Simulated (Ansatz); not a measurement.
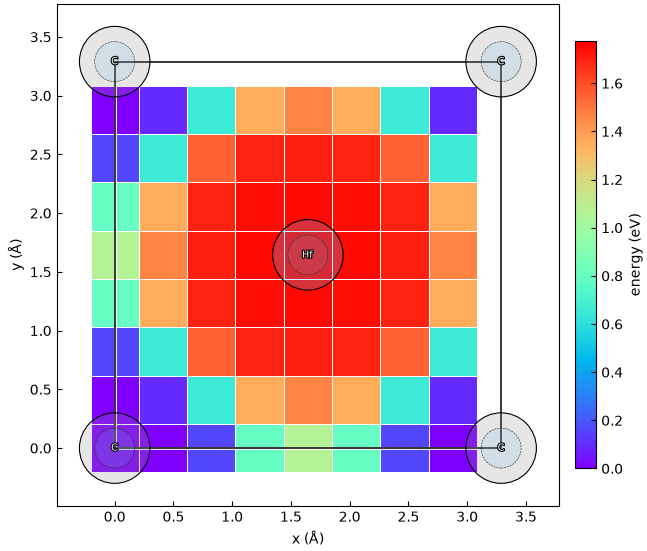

Energy landscape of H on a HfC(100) slab cut from the Fm-3m phase, its upper half relaxed before the scan (24 atoms of substrate and one adsorbate in a 2 × 2 cell). H is moved over the surface cell; relaxed at each place: the height of the adsorbate's atoms; substrate rigid; the origin of the map has the adsorbate above C21. Places are given modulo a cell vector. The map is drawn in real space over the plane of the surface. The scan uses an 8 × 8 grid; 15 points were computed and 49 follow by symmetry. Places are given in fractions of the 1 × 1 surface cell. Energies: eV, counted from the lowest grid point. All numbers below come from DFT PBE, scalar-relativistic, plane waves, PAW in Ansatz 0.2.0. Settings: cutoff 420 eV, k-mesh 4×4×1, gaussian smearing 0.1 eV, no spin polarisation.

In the figure: one coloured cell a grid point, labelled circles for the atoms of the top layer and small ones for the second layer, the outline of one cell of the plane. 

Summarise what can be read from the map.

Answer. The lowest grid point is at the top site over a surface C atom, (0/8, 0/8) of the cell vectors. It is the only kind of minimum in the scanned range. The highest grid point, the top site over a surface Hf atom, (4/8, 4/8) of the cell vectors, lies 1.77 eV above the lowest. At the lowest point the adsorbate has 1 C at 1.13 Å as nearest neighbours, at the highest 1 Hf at 1.95 Å. Its relaxed height above the top atom is 1.13 Å at the lowest and 1.87 Å at the highest point.

Each point was launched as `ansatz run input.yaml --threads 4 --pin off --max-ram 12288MiB --backend cpu --events-out ev --progress --plain --runs-dir out`. The whole map (15 points run) took 33 min on 4 threads of Intel(R) Xeon(R) Platinum 8259CL CPU @ 2.50GHz (Skylake/Cascade Lake), on a shared host.
